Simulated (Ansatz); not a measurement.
# ZrO2: LAPW beside PAW, part 2 of 2

Does the method matter for ZrO2? The same cell, functional and mesh are run with LAPW, all electrons, PAW with frozen cores and all-electron PAW on datasets made for the crystal.

Ansatz 0.2.0; DFT PBE; a database cell (COD). «Crystal datasets» are all-electron PAW datasets made for this crystal.

**4. All-electron PAW on datasets made for the crystal**

The COD entry's cell or inner coordinates are ideal or old and differ from later refinements, so a difference from it is no clean test against experiment.

Input file input.yaml:

```yaml
crystal:
  lattice:
    - [0.0, 2.535, 2.535]
    - [2.535, 0.0, 2.535]
    - [2.535, 2.535, 0.0]
  atoms:
    - { symbol: Zr, position: [0.0, 0.0, 0.0] }
    - { symbol: O, position: [0.25, 0.25, 0.25] }
    - { symbol: O, position: [0.75, 0.75, 0.75] }
kpoints:
  mp_grid: { grid: [9, 9, 9] }
  band_path:
    path:
      - [0.0, 0.0, 0.0]
      - [0.5, 0.0, 0.5]
      - [0.625, 0.25, 0.625]
      - [0.375, 0.375, 0.75]
      - [0.0, 0.0, 0.0]
      - [0.5, 0.5, 0.5]
      - [0.5, 0.25, 0.75]
      - [0.5, 0.0, 0.5]
    npoints: 8
scf:
  occupations: { method: fermi_dirac, width: 0.03 }
hamiltonian:
  xc: pbe
  pseudopotentials: { kind: all_electron, datasets: crystal }
output:
  forces: true
  stress: true
  eigenvalues: true
  efg: { contact_densities: true }
```

The run is started by

```
> ansatz run input.yaml --threads 1 --pin off --max-ram 3072MiB --backend cpu --events-out ev --progress --plain --runs-dir out
```

The program printed:

```text
hamiltonian.pseudopotentials.datasets: crystal makes datasets for this crystal and solves the spheres of its atoms anew in each pass: cutoff 380.0 eV, the density's 1520.0 eV; for an error of 0.50 meV an atom under PBE, 1.5 meV for the cell; an energy difference from a run of another recipe may be off by several times the error for the cell, under r2SCAN by more, where some 0.1 meV an atom stays at smaller errors; O in spheres of 1.027 Å, 6 of its electrons in bands; Zr in spheres of 1.164 Å, 12 of its electrons in bands
Zr: output.efg is read without spin–orbit coupling, which moves field gradients at and beside such atoms by some per cent and up to a factor of two; PAW files take it under magnetization.noncollinear and magnetization.spin_orbit
Engine: ansatz 0.2.0
Pseudopotentials: kind: all_electron
Pseudopotential: Zr, paw, valence charge 12, recommended cutoff 380 eV (normal), Koelling and Harmon's equation, gaussian nucleus
Pseudopotential: O, paw, valence charge 6, recommended cutoff 380 eV (normal), Koelling and Harmon's equation, gaussian nucleus
Functional definition: PBE
  parameter kappa = 0.804
  parameter beta = 0.06672455060314922
  exchange = pbe_x(kappa = kappa, mu = beta*pi^2/3)
  correlation = pbe_c(beta = beta)
Crystal: 3 atoms, lattice volume = 32.581 Å³
Basis set: ecut = 380 eV, 537 PW (Γ), exchange–correlation on 48×48×48 points (8 copies of the dense FFT grid, shifted against one another)
Bands: 16, of which v1, the nominal top of the filled ones, is band 12 counted from 1 (11 counted from 0)
Symmetry: 48 space group operations
Space group: Fm-3m (ITA 225), of the structure as read, at distance tolerance 3.2e-5 Å
k-points: 35 of 729
Non-local potential: Zr, projectors of the file, l = 0: 2, l = 1: 2, l = 2: 1
Non-local potential: O, projectors of the file, l = 0: 1, l = 1: 2
PAW form: soft (Blöchl's): semilocal exchange-correlation on the pseudo side does not see the compensation charge
PAW one-centre angular grid: Zr, 590 points (default); XC on its mesh's 1837 points in the sphere
PAW one-centre angular grid: O, 110 points (default); XC on its mesh's 1953 points in the sphere
Initial density: superposition of atomic densities (neutral atoms: chi_scale 0, normalization atom)
Initial wavefunctions: pseudopotential atomic-orbital guess
Functional: x = pbe(κ = 0.804, μ = 0.2195149727645171), c = pbe(β = 0.06672455060314922)
iter 1 solved again at ethr=6.55e-2 eV; its pass at ethr=1.00e-1 eV (dr2=1.57e1 eV) is discarded
SCF iter   1: F=—  HF=-102033.157102 eV  |F-HF|=—  |Δ(HF+E_count)|=         —  Δρ=2.13e-1  dr2=1.54e1  ethr=6.55e-2  ⟨swp⟩=2.0  Hψ=2801  notcnv=0
preconditioner: auto → none  [insulator: Δε(μ)=7.051 eV  Ē_g=19.133 eV  σ=0.030 eV  W_gap=1.00  n_scr=14 (ndim 8)  ℏωp=30.5 eV  f_vac=0.000  D(μ)=0.00/eV (n_scr^D=0)  ε∞_Penn≈3.5]
SCF iter   2: F=—  HF=-102030.616324 eV  |F-HF|=—  |Δ(HF+E_count)|=    2.54e0  Δρ=1.65e-1  dr2=6.82e0  ethr=6.43e-2  ⟨swp⟩=4.0  Hψ=1608  notcnv=0
iter 3 solved again at ethr=1.16e-3 eV; its pass at ethr=2.84e-2 eV (dr2=2.79e-1 eV) is discarded
SCF iter   3: F=—  HF=-102028.986599 eV  |F-HF|=—  |Δ(HF+E_count)|=    1.63e0  Δρ=2.79e-2  dr2=2.81e-1  ethr=1.16e-3  ⟨swp⟩=2.2  Hψ=2584  notcnv=0  defer=1
SCF iter   4: F=—  HF=-102029.017016 eV  |F-HF|=—  |Δ(HF+E_count)|=   3.04e-2  Δρ=1.92e-2  dr2=1.64e-1  ethr=1.16e-3  ⟨swp⟩=4.1  Hψ=1651  notcnv=0  defer=1
SCF iter   5: F=—  HF=-102028.980681 eV  |F-HF|=—  |Δ(HF+E_count)|=   3.63e-2  Δρ=9.55e-3  dr2=4.21e-2  ethr=6.85e-4  ⟨swp⟩=2.9  Hψ=1459  notcnv=0  defer=1
SCF iter   6: F=—  HF=-102028.969977 eV  |F-HF|=—  |Δ(HF+E_count)|=   1.07e-2  Δρ=2.01e-3  dr2=1.73e-3  ethr=1.76e-4  ⟨swp⟩=3.3  Hψ=1248  notcnv=0  defer=1
SCF iter   7: F=—  HF=-102028.970195 eV  |F-HF|=—  |Δ(HF+E_count)|=   2.18e-4  Δρ=5.67e-4  dr2=1.49e-4  ethr=7.21e-6  ⟨swp⟩=3.1  Hψ=1341  notcnv=0  defer=1
SCF iter   8: F=—  HF=-102028.970169 eV  |F-HF|=—  |Δ(HF+E_count)|=   2.58e-5  Δρ=1.19e-4  dr2=6.70e-6  ethr=6.19e-7  ⟨swp⟩=3.1  Hψ=1101  notcnv=0  defer=1
SCF iter   9: F=—  HF=-102028.970043 eV  |F-HF|=—  |Δ(HF+E_count)|=   1.26e-4  Δρ=2.16e-5  dr2=2.09e-7  ethr=2.79e-8  ⟨swp⟩=3.2  Hψ=1205  notcnv=0  defer=1
SCF iter  10: F=-102028.970043 eV  HF=-102028.970043 eV  |F-HF|=1.11e-9  |Δ(HF+E_count)|=   3.48e-8  Δρ=2.60e-6  dr2=1.85e-9  ethr=8.69e-10  ⟨swp⟩=3.8  Hψ=1213  notcnv=0  defer=1
SCF 1 converged in 10 iterations: F = -102028.970045 eV  dr2 = 1.85e-9
  Residual-converged pass: ⟨swp⟩=3.6  Hψ=1365  notcnv=0  max |occ|·‖R‖ = 6.0e-6 eV (tolerance 6.5e-6 eV)  dr2=1.66e-9  dr2_onsite=1.01e-9  max |Δocc| = 0.0e0
NSCF: frozen V_eff on 57 k-points
SCF converged after 10 iterations
Free energy (F): -102028.970045 eV
Harris-Foulkes:  -102028.970045 eV  (|F-HF|=1.11e-9)
Internal energy: -102028.970045 eV  (E = F + TS)
E sigma→0 (E₀):  -102028.970045 eV
Past the cutoff: the bands carry plane waves up to 1.75 times it, of which those up to 1.5 times it add -0.000094 eV an atom, each by itself; the spheres take 0.000081 eV an atom off the energy for waves past 1.75 times it
By the cutoff:   a pressure is off by up to 0.005 GPa (1.2 times the spheres' own share and the shells' term, over an atom's volume, and 0.004 GPa: a bound that held against runs at twice the plane waves)
Past the cutoffs: a stress includes 0.0012 GPa for waves and charges beyond them, in addition to the slope of what the spheres take
In the spheres:  the bands' charges fall short by 1.7e-7 e at most (sound up to 1e-3)
Fermi energy:    15.343329 eV
--- Per-component energies (eV) ---
  The terms above E_closure are by the made datasets' own strengths, without shells solved beside the bands.
--- Forces (eV/Å), atoms counted from 1 ---
  atom   1  Zr    -0.00000000     0.00000000     0.00000000
  atom   2  O      0.00000000     0.00000000     0.00000000
  atom   3  O      0.00000000    -0.00000000    -0.00000000
  max |Σ_I F_I| component: 1.39e-17 eV/Å
--- Stress (GPa, compression-positive) ---
        6.756441       0.000000      -0.000000
        0.000000       6.756441       0.000000
       -0.000000       0.000000       6.756441
  P = ⅓ Tr σ = 6.7564 GPa (67.564 kbar)
--- PAW observables at the nuclei: V_zz in 10²¹ V/m², potentials from the cell's mean, atoms counted from 1 ---
  atom   1  Zr V_zz =    +0.000000   η = 0.0000   by run symmetry: forbidden
            electrostatic potential = -5926.838233 V   contact ρ = 490593.410459 e/Å³
  atom   2  O  V_zz =    -0.000000   η = 0.0000   by run symmetry: forbidden
            electrostatic potential = -629.395922 V   contact ρ = 2157.131518 e/Å³
  atom   3  O  V_zz =    +0.000000   η = 0.0000   by run symmetry: forbidden
            electrostatic potential = -629.395922 V   contact ρ = 2157.131518 e/Å³
--- Band table (eV; the first three rows and the last of 35) ---
  k-point 0: bands = ["-34.3733", "-12.1967", "-12.1967", "-12.1967", "-4.6049", "-2.0010", "8.3498", "8.3498", "8.3498", "13.1114", "13.1114", "13.1114", "17.0377", "17.0377"]
  k-point 1: bands = ["-34.3675", "-12.2917", "-12.2054", "-12.2054", "-4.4244", "-2.1306", "8.4715", "8.4715", "8.6921", "12.8135", "12.8810", "12.8810", "17.2772", "17.2772"]
  k-point 2: bands = ["-34.3528", "-12.5178", "-12.2274", "-12.2274", "-4.0062", "-2.3913", "8.7843", "8.7843", "9.5401", "12.1743", "12.4361", "12.4361", "17.6813", "17.6813"]
  k-point 34: bands = ["-34.3081", "-12.7445", "-12.6288", "-12.3731", "-2.8753", "-2.7748", "8.7441", "9.1632", "10.9706", "11.3909", "12.3674", "13.2957", "18.0695", "18.2768"]
```

Wall time 9.1 s (1 thread of Arm Neoverse V2, shared host).

Read from it: pressure 6.76 GPa; gap 3.39 eV, indirect from X to Γ.

```tsv
atom	contact density (e/Å³)
Zr1	490593.4
O2	2157.132
```

**5. Side by side**

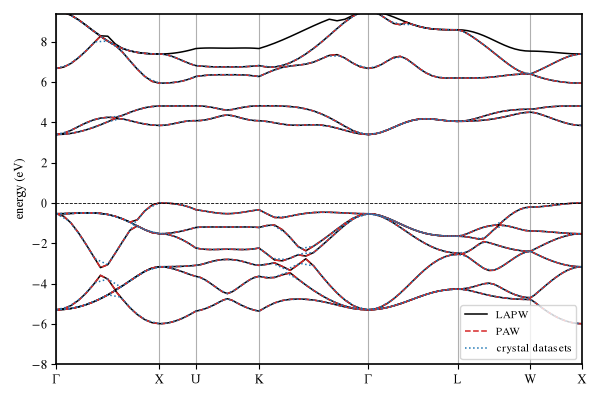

The leg U–K joins two equivalent points. Bands of 3 runs (LAPW; PAW; crystal datasets) drawn together, counted from each run's valence-band top.

| method | pressure (GPa) | gap (eV) | SCF cycles, all passes |
| --- | --- | --- | --- |
| LAPW | 6.75 | 3.39 | 9 |
| PAW | 6.76 | 3.39 | 6 |
| crystal datasets | 6.76 | 3.39 | 10 |

**6. What came out**

What follows sums up all 2 parts.

| quantity | value |
| --- | --- |
| pressure | LAPW 6.75, PAW 6.76, crystal datasets 6.76 GPa |
| gap (LAPW) | 3.39 eV, indirect from X to Γ |
| Bader charges (PAW) | Zr1 +2.63, O2 -1.32 e |
| highest ELF (PAW) | 0.83, 0.64 Å from O |

At this geometry the cell is under compression of 6.7 GPa, so it would expand if let go. The gap is 3.39 eV, indirect from X to Γ. It is the Kohn-Sham gap of a semilocal functional, which mostly lies below the gap found in experiment. O 2p states make 94 % of the projected weight in the top eV of the valence band. The projection holds only the free atom's occupied shells (Zr 5s, Zr 4d, O 2s, O 2p in this range). PAW lies less than 0.01 GPa from LAPW in pressure and less than 0.01 eV in the gap. The price, with the outputs that each input asks for: 20 s for LAPW against 13 s for PAW, about 1.5 to one.
